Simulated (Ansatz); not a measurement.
CaO: several calculations on one system

### Vibrations

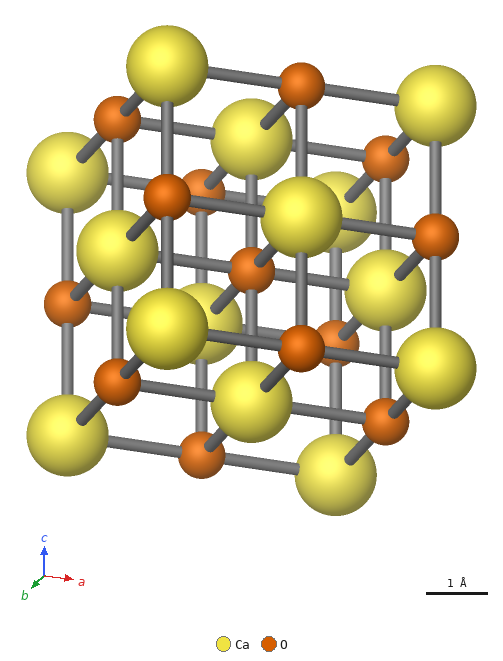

Phonons of a crystal of CaO relaxed at −1 GPa, space group Fm-3m (No. 225), at the zone centre. A ball-and-stick model of the conventional cell (4 times the calculation's cell), seen from a free direction. Lengths and directions refer to the drawn axes.

Computed with DFT LDA, scalar-relativistic, plane waves, PAW (Ansatz). Set-up: plane-wave cutoff 420 eV; k-point mesh 8 × 8 × 8; occupations fixed; target pressure -1 GPa; no spin polarisation.

Frequencies are those without the non-analytic (LO–TO) term.

Question: List the optical modes.

Answer: The calculation's cell holds 2 atoms, so there are 3 optical modes, in 1 level. The optical modes span T₁u. No level is unstable.

| level | symmetry | frequency (cm⁻¹) | activity |
| --- | --- | --- | --- |
| 1 | T₁u | 285 | infrared-active |

The modes drawn as arrows (one member of each degenerate set):

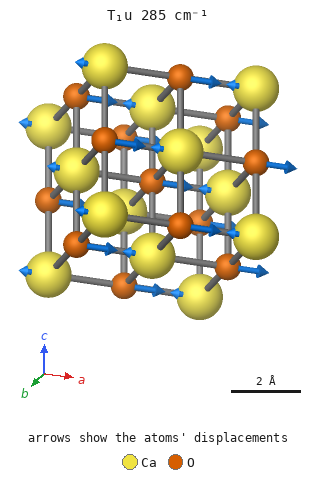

### Vibrations

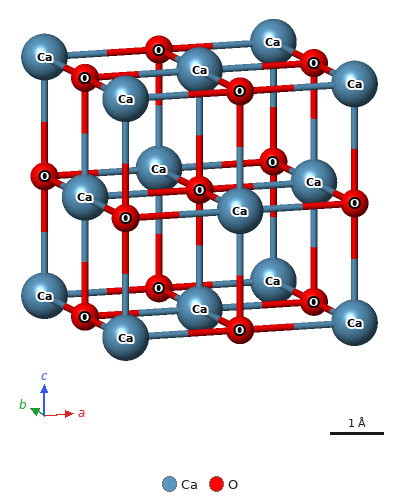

Normal modes of crystalline CaO relaxed at 16 GPa, at the zone centre. A ball-and-stick model of the conventional cell (4 times the calculation's cell), seen slightly off an axis. Lengths and directions refer to the drawn axes.

Computed with DFT PBEsol, scalar-relativistic, plane waves, PAW (Ansatz 0.2.0). (plane-wave cutoff 420 eV; k-point mesh 8 × 8 × 8; occupations fixed; target pressure 16 GPa; no spin polarisation)

Frequencies are those without the non-analytic (LO–TO) term.

### List the optical modes.

The calculation's cell holds 2 atoms, so there are 3 optical modes, in 1 level. The optical modes span T₁u. No level is unstable.

```json
{"level": "1", "symmetry": "T₁u", "frequency (cm⁻¹)": "351", "activity": "infrared-active"}
```

The displacement patterns (one member of each degenerate set):

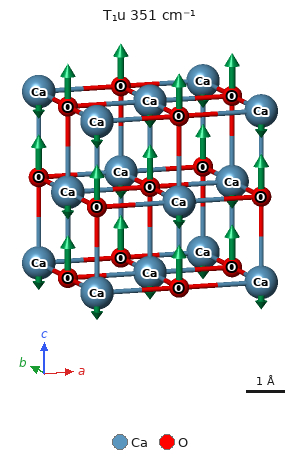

### One mode

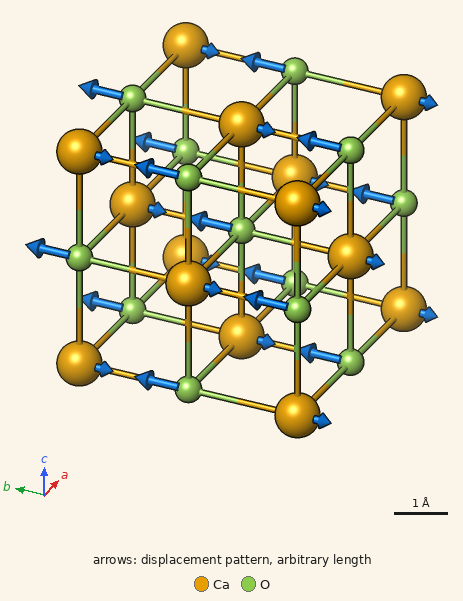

One vibrational mode of crystalline CaO relaxed at 20 GPa at the zone centre. The blue arrows give the relative displacements of the atoms. Style: ball-and-stick. Shown: the conventional cell (4 times the calculation's cell), from a free direction. Lengths and directions refer to the drawn axes.

Computed with Ansatz, DFT PBE, scalar-relativistic, plane waves, PAW.

Input file:
```yaml
crystal:
  lattice:
    - [0.0, 2.3053444473, 2.3053444473]
    - [2.3053444473, 0.0, 2.3053444473]
    - [2.3053444473, 2.3053444473, 0.0]
  atoms:
    - { symbol: Ca, position: [0.0, 0.0, 0.0] }
    - { symbol: O, position: [0.5, 0.5, 0.5] }
basis:
  ecutwfc: 420
kpoints:
  mp_grid: { grid: [8, 8, 8] }
hamiltonian:
  xc: pbe
scf:
  occupations: { method: fixed }
output:
  eigenvalues: true
phonons:
  method: dfpt
  dielectric: true
  rigid_motions: translations
  eigenvectors: true
```

Command:
```bash
ansatz run input.yaml --threads 1 --pin off --max-ram 1228MiB --backend cpu --events-out ev --progress --plain --runs-dir out
```

Frequencies are those without the non-analytic (LO–TO) term.

### Give the symmetry, activity and frequency of this mode.

This is the T₁u mode (triply degenerate; one member of the set is drawn) at 354 cm⁻¹, the only optical level, infrared-active by symmetry. The O sublattice moves against the Ca sublattice, along b; it stretches the shortest Ca–O bonds (2.31 Å); the kinetic energy is shared as O 71 %, Ca 29 %. Its infrared intensity is 35 (D/Å)²/amu for the set. The value is the transverse one; the longitudinal partner lies at 623 cm⁻¹.

### One mode

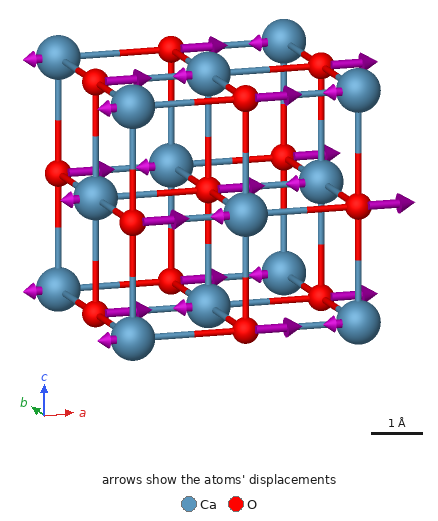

One vibrational mode of a crystal of CaO relaxed at 6 GPa at the zone centre. Displacements are drawn as purple arrows; their common scale and sign are arbitrary. A ball-and-stick model of the conventional cell (4 times the calculation's cell), seen slightly off an axis. Lengths and directions refer to the drawn axes.

Level of theory: DFT PBEsol, scalar-relativistic, plane waves, PAW in Ansatz. Set-up: plane-wave cutoff 420 eV; k-point mesh 8 × 8 × 8; occupations fixed; target pressure 6 GPa; no spin polarisation.

Frequencies are those without the non-analytic (LO–TO) term.

Question: Give the symmetry, activity and frequency of this mode.

Answer: This is the T₁u mode (triply degenerate; one member of the set is drawn) at 307 cm⁻¹, the only optical level, infrared-active by symmetry. The O sublattice moves against the Ca sublattice, along a; it stretches the shortest Ca–O bonds (2.35 Å); the kinetic energy is shared as O 71 %, Ca 29 %. Its infrared intensity is 34 (D/Å)²/amu for the set. The value is the transverse one; the longitudinal partner lies at 580 cm⁻¹.
